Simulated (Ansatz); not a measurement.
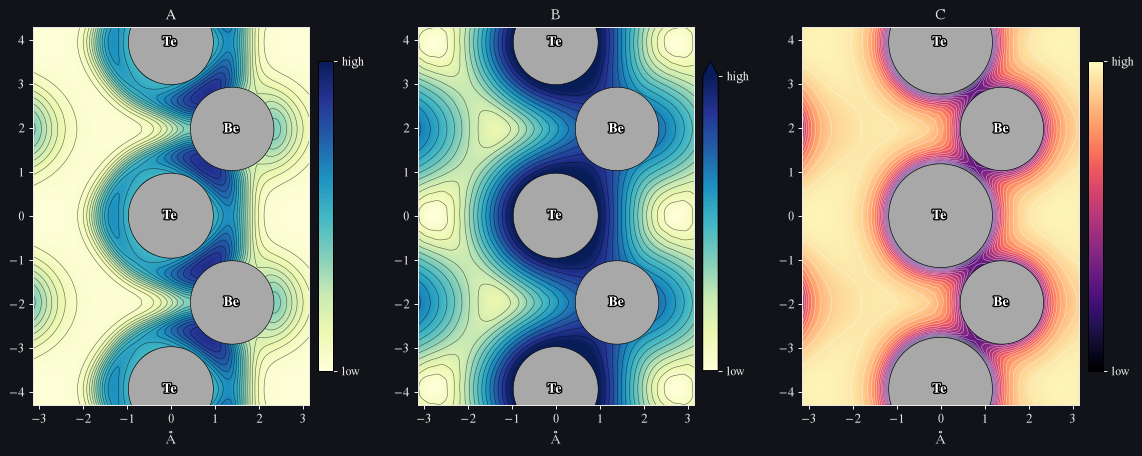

BeTe: 3 fields on the (110) plane of the conventional cell, with unlabelled colour scales. Grey discs cover the atomic cores.

Space group F-43m; computed pressure about 11 GPa in this cell.

The calculation used Ansatz 0.2.0, Kohn-Sham DFT of a periodic cell, exchange-only PBE, Ansatz PAW.

### Match the panels to the quantities (electron localisation function, electrostatic potential energy of an electron and valence pseudo-density).

Panel A: electron localisation function. Panel B: valence pseudo-density. Panel C: electrostatic potential energy of an electron (low next to the atoms, rising into the space between them). From the grid: Be–Te (2.41 Å): the density is about 0.54 e/Å³ at the midpoint; the ELF peaks at about 0.90 between the atoms; a shared electron pair.
